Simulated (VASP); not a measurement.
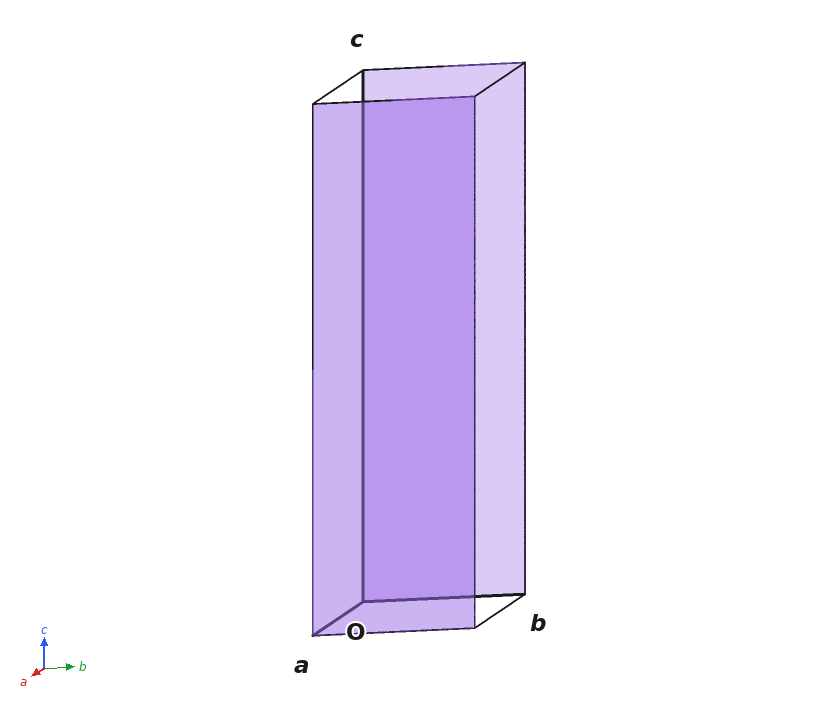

Every member of one family of equally spaced planes, hx + ky + lz = a whole number, that cuts the unit cell is shaded (one member passes through the origin O). Crystal: MgO₂, coordinates from a relaxation with VASP, VASP Kohn-Sham DFT of a periodic cell, HSE06, VASP PAW PBE potentials, recommended. Symmetry computed with spglib at a tolerance of 0.002 Å; standard conventional cell.

a = 3.151 Å, b = 3.151 Å, c = 10.355 Å, α = 90.00°, β = 90.00°, γ = 120.00°.

Question: Which (hkl) family is drawn?

Answer: (1 0 0), in four indices (1 0 −1 0); the opposite sign names the same planes. The member next to the origin meets the axes a at 1, b never, c never.

Question: What is the spacing?

Answer: d = 2.729 Å.

Question: The space group is No. 166, R-3m, hexagonal axes. How many reflections hkl are equivalent to this one (itself included), and does it occur?

Answer: 6 reflections are equivalent in the Laue class -3m. The reflection is systematically absent, by the centring.
